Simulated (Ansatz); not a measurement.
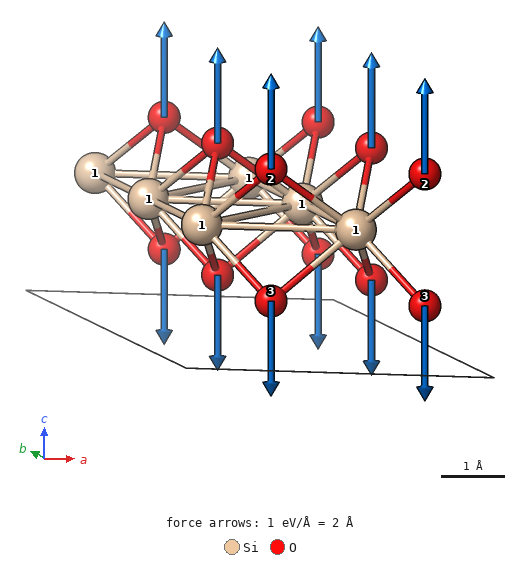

A changed version of a slab of composition SiO2 at its r2SCAN-relaxed geometry, with the computed forces as blue arrows. A ball-and-stick model of the 2 × 3 repeat of the cell, outlined in the plane, without the vacuum, seen slightly off an axis.

Computed with DFT, PBE, plane waves, PAW in Ansatz 0.2.0. Settings: plane-wave cutoff 420 eV; k-point mesh 12 × 12 × 1; occupations fermi dirac; smearing width 0.02 eV; no spin polarisation.

Where do the forces point?

Answer. The cell is strained by 0.0 % along the normal (+c) and −4.0 % across it (volume −7.8 %). The atoms were relaxed with r2SCAN under that strain, and this is a single point on that geometry. Among the bonded contacts that change: Si–Si 2.599 → 2.495 Å, O–Si 1.843 → 1.794 Å. The space group stays P-6m2 (No. 187). It costs 106 meV per atom. The largest forces, 0.78 eV/Å, act on O2 and O3; on O2 it points along the normal (+c). The band gap: 3.51 eV before, 4.21 eV after.
